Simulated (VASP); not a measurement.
## Geometry relaxation, with input and output: TiSi2 (part 2 of 3)

The same run, continued: TiSi2 (6 atoms in the cell); Kohn-Sham DFT of a periodic cell, PBE, VASP PAW PBE potentials, gw, no spin polarisation (VASP 6.6.1); cutoff 680 eV, 7×7×7 k-mesh, fermi-dirac of 0.05 eV. The structure derives from a Materials Project entry.

Geometry of the input (Å; fractional positions):
```
0.0000  4.1175  4.2629
2.3895  0.0000  4.2629
2.3895  4.1175  0.0000
Ti 0.7500  0.7500  0.7500
Ti 0.5000  0.5000  0.5000
Si 0.4126  0.0874  0.4126
Si 0.0874  0.4126  0.0874
Si 0.1626  0.8374  0.1626
Si 0.8374  0.1626  0.8374
```

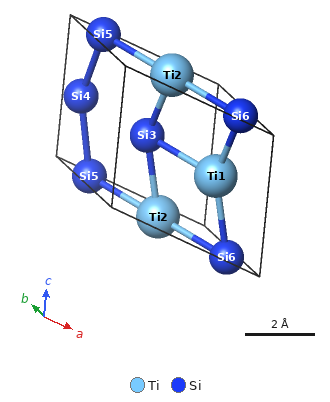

Figure 1. The geometry at step 2 of the log (ball-and-stick view of the reduced cell, seen slightly off an axis; atoms are numbered from 1 in the order of the input).

**Parts of OUTCAR, continued**
```
 -----------------------------------------------------------------------------------
      3.58427      6.17627      6.39435        -0.000000      0.000000     -0.000000
      2.38951      4.11752      4.26290         0.000000      0.000000      0.000000
      1.19476      3.39749      2.13145         0.000000      0.020610     -0.000000
      1.19476      0.72003      2.13145         0.000000     -0.020610     -0.000000
      2.38951      1.33873      4.26290        -0.000000      0.020610      0.000000
      2.38951      6.89630      4.26290        -0.000000     -0.020610      0.000000
 -----------------------------------------------------------------------------------
    total drift:                               -0.000000     -0.000000     -0.000000

  FREE ENERGIE OF THE ION-ELECTRON SYSTEM (eV)
  ---------------------------------------------------
  free  energy   TOTEN  =       -45.1363884122 eV

  energy  without entropy=      -45.1162104930  energy(sigma->0) =      -45.12629945

--------------------------------------- Ionic step        2  -------------------------------------------

 number of electron      40.0000002 magnetization

------------------------ aborting loop because EDIFF is reached ----------------------------------------

  FORCE on cell =-STRESS in cart. coord.  units (eV):
  Direction    XX          YY          ZZ          XY          YZ          ZX
  --------------------------------------------------------------------------------------
  -------------------------------------------------------------------------------------
  Total       -0.9795936     -0.4338505     -1.4718381      0.0000000      0.0000000      0.0000000
  in kB      -18.2755222     -8.0940147    -27.4589489      0.0000000      0.0000000      0.0000000
  external PRESSURE =     -17.9428286 kB  Pullay stress =       0.0000000 kB

 VOLUME and BASIS-vectors are now :
 -----------------------------------------------------------------------------
  energy-cutoff  :      680.00
  volume of cell :       85.88
      direct lattice vectors                 reciprocal lattice vectors
     0.000000000  4.127835007  4.313906215    -0.207351082  0.121128872  0.115904235
     2.411369134  0.000000000  4.313906215     0.207351082 -0.121128872  0.115904235
     2.411369134  4.127835007  0.000000000     0.207351082  0.121128872 -0.115904235

 POSITION                                       TOTAL-FORCE (eV/Angst)
 -----------------------------------------------------------------------------------
      3.61705      6.19175      6.47086        -0.000000     -0.000000      0.000000
      2.41137      4.12784      4.31391        -0.000000     -0.000000      0.000000
      1.20568      3.40700      2.15695        -0.000000     -0.003559      0.000000
      1.20568      0.72083      2.15695        -0.000000      0.003559      0.000000
      2.41137      1.34308      4.31391         0.000000     -0.003559      0.000000
      2.41137      6.91259      4.31391         0.000000      0.003559      0.000000
 -----------------------------------------------------------------------------------
    total drift:                               -0.000000     -0.000000     -0.000000

  FREE ENERGIE OF THE ION-ELECTRON SYSTEM (eV)
  ---------------------------------------------------
  free  energy   TOTEN  =       -45.1368140115 eV

  energy  without entropy=      -45.1162357443  energy(sigma->0) =      -45.12652488

--------------------------------------- Ionic step        3  -------------------------------------------

 number of electron      40.0000001 magnetization

------------------------ aborting loop because EDIFF is reached ----------------------------------------

  FORCE on cell =-STRESS in cart. coord.  units (eV):
  Direction    XX          YY          ZZ          XY          YZ          ZX
  --------------------------------------------------------------------------------------
  -------------------------------------------------------------------------------------
  Total        0.0535669     -0.0658673     -0.0343985      0.0000000      0.0000000      0.0000000
  in kB        1.0110196     -1.2431775     -0.6492366      0.0000000      0.0000000      0.0000000
  external PRESSURE =      -0.2937982 kB  Pullay stress =       0.0000000 kB

 VOLUME and BASIS-vectors are now :
 -----------------------------------------------------------------------------
  energy-cutoff  :      680.00
  volume of cell :       84.89
      direct lattice vectors                 reciprocal lattice vectors
     0.000000000  4.122727971  4.288660630    -0.208285484  0.121278921  0.116586516
     2.400551356  0.000000000  4.288660630     0.208285484 -0.121278921  0.116586516
     2.400551356  4.122727971  0.000000000     0.208285484  0.121278921 -0.116586516

 POSITION                                       TOTAL-FORCE (eV/Angst)
 -----------------------------------------------------------------------------------
      3.60083      6.18409      6.43299        -0.000000      0.000000     -0.000000
      2.40055      4.12273      4.28866         0.000000      0.000000      0.000000
      1.20028      3.40230      2.14433         0.000000      0.008261     -0.000000
      1.20028      0.72043      2.14433         0.000000     -0.008261     -0.000000
      2.40055      1.34093      4.28866         0.000000      0.008261      0.000000
      2.40055      6.90452      4.28866         0.000000     -0.008261      0.000000
 -----------------------------------------------------------------------------------
    total drift:                               -0.000000     -0.000000      0.000000

  FREE ENERGIE OF THE ION-ELECTRON SYSTEM (eV)
  ---------------------------------------------------
  free  energy   TOTEN  =       -45.1436415629 eV

  energy  without entropy=      -45.1232942156  energy(sigma->0) =      -45.13346789

--------------------------------------- Ionic step        4  -------------------------------------------

 number of electron      40.0000001 magnetization

------------------------ aborting loop because EDIFF is reached ----------------------------------------

  FORCE on cell =-STRESS in cart. coord.  units (eV):
  Direction    XX          YY          ZZ          XY          YZ          ZX
  --------------------------------------------------------------------------------------
  -------------------------------------------------------------------------------------
  Total        0.0570827     -0.0733874     -0.0220362      0.0000000      0.0000000      0.0000000
  in kB        1.0776328     -1.3854403     -0.4160098      0.0000000      0.0000000      0.0000000
  external PRESSURE =      -0.2412724 kB  Pullay stress =       0.0000000 kB

 VOLUME and BASIS-vectors are now :
 -----------------------------------------------------------------------------
  energy-cutoff  :      680.00
  volume of cell :       84.87
      direct lattice vectors                 reciprocal lattice vectors
     0.000000000  4.122623737  4.288145373    -0.208304642  0.121281987  0.116600525
     2.400330568  0.000000000  4.288145373     0.208304642 -0.121281987  0.116600525
     2.400330568  4.122623737  0.000000000     0.208304642  0.121281987 -0.116600525

 POSITION                                       TOTAL-FORCE (eV/Angst)
 -----------------------------------------------------------------------------------
      3.60050      6.18394      6.43222        -0.000000      0.000000     -0.000000
      2.40033      4.12262      4.28815         0.000000      0.000000      0.000000
      1.20017      3.40220      2.14407         0.000000      0.008143     -0.000000
      1.20017      0.72042      2.14407         0.000000     -0.008143     -0.000000
      2.40033      1.34089      4.28815        -0.000000      0.008143      0.000000
      2.40033      6.90436      4.28815        -0.000000     -0.008143      0.000000
 -----------------------------------------------------------------------------------
    total drift:                               -0.000000      0.000000     -0.000000

  FREE ENERGIE OF THE ION-ELECTRON SYSTEM (eV)
  ---------------------------------------------------
  free  energy   TOTEN  =       -45.1436394587 eV

  energy  without entropy=      -45.1232961286  energy(sigma->0) =      -45.13346779

--------------------------------------- Ionic step        5  -------------------------------------------

 number of electron      40.0000001 magnetization

 Free energy of the ion-electron system (eV)
  ---------------------------------------------------
  ext. energy  EPLUGINS =         0.00000000
  ---------------------------------------------------
  free energy    TOTEN  =       -45.14367775 eV

  energy without entropy =      -45.12344503  energy(sigma->0) =      -45.13356139

 E-fermi :   9.6799     XC(G=0): -11.6807     alpha+bet :-18.1757

 val. band max:        9.6786597158   @ k =  -0.4286   0.1429  -0.0000
 cond. band min:       9.6870636636   @ k =  -0.1429   0.1429   0.2857
 fundamental gap:      0.0084039478
 Fermi energy:         9.6798954054

 k-point     1 :       0.0000    0.0000    0.0000
  band No.  band energies     occupation
      1     -46.5919      2.00000
      2     -46.5647      2.00000
      3     -22.9705      2.00000
      4     -22.9677      2.00000
      5     -22.8834      2.00000
      6     -22.8687      2.00000
      7     -22.8599      2.00000
      8     -22.8484      2.00000
      9      -2.8503      2.00000
     10       2.9813      2.00000
     11       3.9617      2.00000
     12       4.3172      2.00000
     13       4.6846      2.00000
     14       5.9358      2.00000
     15       5.9420      2.00000
     16       7.1574      2.00000
     17       7.4169      2.00000
     18       7.6239      2.00000
     19       7.9033      2.00000
     20       8.3516      2.00000
     21       8.7787      2.00000
     22      11.7230      0.00000
     23      12.7627      0.00000
     24      12.9499      0.00000

 k-point     2 :       0.1429    0.0000    0.0000
  band No.  band energies     occupation
      1     -46.5909      2.00000
      2     -46.5657      2.00000
      3     -22.9715      2.00000
      4     -22.9652      2.00000
      5     -22.8893      2.00000
      6     -22.8688      2.00000
      7     -22.8583      2.00000
      8     -22.8481      2.00000
      9      -2.6385      2.00000
     10       2.7139      2.00000
     11       3.1349      2.00000
     12       4.1875      2.00000
     13       5.0372      2.00000
     14       5.8543      2.00000
     15       6.3783      2.00000
     16       6.9383      2.00000
     17       7.5245      2.00000
     18       7.6384      2.00000
     19       8.4230      2.00000
     20       8.5102      2.00000
     21       8.7617      2.00000
     22      11.5208      0.00000
     23      12.5876      0.00000
     24      12.6564      0.00000

 k-point     3 :       0.2857    0.0000    0.0000
  band No.  band energies     occupation
      1     -46.5882      2.00000
      2     -46.5682      2.00000
      3     -22.9757      2.00000
      4     -22.9562      2.00000
      5     -22.9044      2.00000
      6     -22.8676      2.00000
      7     -22.8564      2.00000
      8     -22.8473      2.00000
      9      -2.0303      2.00000
     10       1.8078      2.00000
     11       2.3093      2.00000
     12       4.0297      2.00000
     13       4.8530      2.00000
     14       5.5800      2.00000
     15       6.6351      2.00000
     16       7.1326      2.00000
     17       7.9374      2.00000
     18       8.3690      2.00000
     19       8.6073      2.00000
     20       8.9437      2.00000
     21       9.5316      1.90207
     22      11.0062      0.00000
     23      12.1658      0.00000
     24      12.3010      0.00000

 k-point     4 :       0.4286    0.0000    0.0000
  band No.  band energies     occupation
      1     -46.5854      2.00000
      2     -46.5709      2.00000
      3     -22.9791      2.00000
      4     -22.9452      2.00000
      5     -22.9209      2.00000
      6     -22.8630      2.00000
      7     -22.8579      2.00000
      8     -22.8462      2.00000
      9      -1.1662      2.00000
     10       0.5650      2.00000
     11       2.0207      2.00000
     12       3.8983      2.00000
     13       4.7054      2.00000
     14       5.1757      2.00000
     15       6.9041      2.00000
     16       7.4412      2.00000
     17       7.6906      2.00000
     18       8.6091      2.00000
     19       9.5400      1.88515
     20       9.7060      0.74471
     21      10.4760      0.00000
     22      10.8814      0.00000
     23      11.4962      0.00000
     24      11.9953      0.00000

 k-point     5 :       0.1429    0.1429    0.0000
  band No.  band energies     occupation
      1     -46.5905      2.00000
      2     -46.5660      2.00000
      3     -22.9657      2.00000
      4     -22.9652      2.00000
      5     -22.8941      2.00000
      6     -22.8664      2.00000
      7     -22.8551      2.00000
      8     -22.8539      2.00000
      9      -2.6851      2.00000
     10       2.0893      2.00000
     11       4.0281      2.00000
     12       4.3533      2.00000
     13       5.5827      2.00000
     14       5.7640      2.00000
     15       5.8340      2.00000
     16       6.8412      2.00000
     17       7.7721      2.00000
     18       7.8001      2.00000
     19       7.9560      2.00000
     20       8.3943      2.00000
     21       8.6968      2.00000
     22      11.3984      0.00000
     23      12.7979      0.00000
     24      12.9978      0.00000

 [... the levels of 18 k-points are left out ...]

 k-point    24 :       0.2857    0.1429    0.1429
  band No.  band energies     occupation
      1     -46.5893      2.00000
      2     -46.5672      2.00000
      3     -22.9738      2.00000
      4     -22.9509      2.00000
      5     -22.9053      2.00000
      6     -22.8637      2.00000
      7     -22.8596      2.00000
      8     -22.8486      2.00000
      9      -2.5121      2.00000
     10       2.1653      2.00000
     11       2.6671      2.00000
     12       4.8991      2.00000
     13       5.3864      2.00000
     14       6.1556      2.00000
     15       6.3009      2.00000
     16       6.7728      2.00000
     17       7.7118      2.00000
     18       7.9352      2.00000
     19       8.1509      2.00000
     20       8.2812      2.00000
     21       8.7102      2.00000
     22      11.2734      0.00000
     23      12.6525      0.00000
     24      12.7664      0.00000

 [... further k-points ...]

------------------------ aborting loop because EDIFF is reached ----------------------------------------

  FORCE on cell =-STRESS in cart. coord.  units (eV):
  Direction    XX          YY          ZZ          XY          YZ          ZX
  --------------------------------------------------------------------------------------
  -------------------------------------------------------------------------------------
  Total        0.0214414      0.0284862      0.0158037      0.0000000      0.0000000      0.0000000
  in kB        0.4048996      0.5379318      0.2984372      0.0000000      0.0000000      0.0000000
  external PRESSURE =       0.4137562 kB  Pullay stress =       0.0000000 kB

 VOLUME and BASIS-vectors are now :
 -----------------------------------------------------------------------------
  energy-cutoff  :      680.00
  volume of cell :       84.84
      direct lattice vectors                 reciprocal lattice vectors
     0.000000000  4.120430199  4.287429441    -0.208219949  0.121346553  0.116619995
     2.401306895  0.000000000  4.287429441     0.208219949 -0.121346553  0.116619995
     2.401306895  4.120430199  0.000000000     0.208219949  0.121346553 -0.116619995

 POSITION                                       TOTAL-FORCE (eV/Angst)
 -----------------------------------------------------------------------------------
      3.60196      6.18065      6.43114         0.000000     -0.000000     -0.000000
      2.40131      4.12043      4.28743        -0.000000     -0.000000      0.000000
      1.20065      3.40074      2.14371        -0.000000      0.007012      0.000000
      1.20065      0.71969      2.14371        -0.000000     -0.007012      0.000000
      2.40131      1.34053      4.28743         0.000000      0.007012     -0.000000
      2.40131      6.90033      4.28743         0.000000     -0.007012     -0.000000
 -----------------------------------------------------------------------------------
    total drift:                               -0.000000     -0.000000     -0.000000

  FREE ENERGIE OF THE ION-ELECTRON SYSTEM (eV)
  ---------------------------------------------------
  free  energy   TOTEN  =       -45.1436777487 eV

  energy  without entropy=      -45.1234450263  energy(sigma->0) =      -45.13356139

 reached required accuracy - stopping structural energy minimisation
```

**CONTCAR**
```
TiSi2
   1.00000000000000
     0.0000000000000000    4.1204301989916257    4.2874294406239768
     2.4013068946294047    0.0000000000000000    4.2874294406239768
     2.4013068946294047    4.1204301989916257    0.0000000000000000
  Ti              Si
     2     4
Direct
     0.7500000000000000    0.7500000000000000    0.7500000000000000
     0.5000000000000000    0.5000000000000000    0.5000000000000000
     0.4126682803964342    0.0873317196035659    0.4126682803964342
     0.0873317196035659    0.4126682803964342    0.0873317196035659
     0.1626682803964342    0.8373317196035658    0.1626682803964342
     0.8373317196035658    0.1626682803964342    0.8373317196035658

  0.00000000E+00  0.00000000E+00  0.00000000E+00
  0.00000000E+00  0.00000000E+00  0.00000000E+00
  0.00000000E+00  0.00000000E+00  0.00000000E+00
  0.00000000E+00  0.00000000E+00  0.00000000E+00
  0.00000000E+00  0.00000000E+00  0.00000000E+00
  0.00000000E+00  0.00000000E+00  0.00000000E+00
```

**Trajectory as extended XYZ (Å, eV, eV/Å), 5 frames, from step=0 to step=4**
```
6
Lattice="0.0000 4.1175 4.2629 2.3895 0.0000 4.2629 2.3895 4.1175 0.0000" Properties=species:S:1:pos:R:3:forces:R:3 step=0 energy=-45.13639
Ti    3.5843    6.1763    6.3943    0.0000   0.0000   0.0000
Ti    2.3895    4.1175    4.2629    0.0000   0.0000   0.0000
Si    1.1948    3.3975    2.1314    0.0000   0.0206   0.0000
Si    1.1948    0.7200    2.1314    0.0000  -0.0206   0.0000
Si    2.3895    1.3387    4.2629    0.0000   0.0206   0.0000
Si    2.3895    6.8963    4.2629    0.0000  -0.0206   0.0000
6
Lattice="0.0000 4.1278 4.3139 2.4114 0.0000 4.3139 2.4114 4.1278 0.0000" Properties=species:S:1:pos:R:3:forces:R:3 step=1 energy=-45.13681
Ti    3.6171    6.1918    6.4709    0.0000   0.0000   0.0000
Ti    2.4114    4.1278    4.3139    0.0000   0.0000   0.0000
Si    1.2057    3.4070    2.1570    0.0000  -0.0036   0.0000
Si    1.2057    0.7208    2.1570    0.0000   0.0036   0.0000
Si    2.4114    1.3431    4.3139    0.0000  -0.0036   0.0000
Si    2.4114    6.9126    4.3139    0.0000   0.0036   0.0000
6
Lattice="0.0000 4.1227 4.2887 2.4006 0.0000 4.2887 2.4006 4.1227 0.0000" Properties=species:S:1:pos:R:3:forces:R:3 step=2 energy=-45.14364
Ti    3.6008    6.1841    6.4330    0.0000   0.0000   0.0000
Ti    2.4006    4.1227    4.2887    0.0000   0.0000   0.0000
Si    1.2003    3.4023    2.1443    0.0000   0.0083   0.0000
Si    1.2003    0.7204    2.1443    0.0000  -0.0083   0.0000
Si    2.4006    1.3409    4.2887    0.0000   0.0083   0.0000
Si    2.4006    6.9045    4.2887    0.0000  -0.0083   0.0000
6
Lattice="0.0000 4.1226 4.2881 2.4003 0.0000 4.2881 2.4003 4.1226 0.0000" Properties=species:S:1:pos:R:3:forces:R:3 step=3 energy=-45.14364
Ti    3.6005    6.1839    6.4322    0.0000   0.0000   0.0000
Ti    2.4003    4.1226    4.2881    0.0000   0.0000   0.0000
Si    1.2002    3.4022    2.1441    0.0000   0.0081   0.0000
Si    1.2002    0.7204    2.1441    0.0000  -0.0081   0.0000
Si    2.4003    1.3409    4.2881    0.0000   0.0081   0.0000
Si    2.4003    6.9044    4.2881    0.0000  -0.0081   0.0000
6
Lattice="0.0000 4.1204 4.2874 2.4013 0.0000 4.2874 2.4013 4.1204 0.0000" Properties=species:S:1:pos:R:3:forces:R:3 step=4 energy=-45.14368
Ti    3.6020    6.1806    6.4311    0.0000   0.0000   0.0000
Ti    2.4013    4.1204    4.2874    0.0000   0.0000   0.0000
Si    1.2007    3.4007    2.1437    0.0000   0.0070   0.0000
Si    1.2007    0.7197    2.1437    0.0000  -0.0070   0.0000
Si    2.4013    1.3405    4.2874    0.0000   0.0070   0.0000
Si    2.4013    6.9003    4.2874    0.0000  -0.0070   0.0000
```
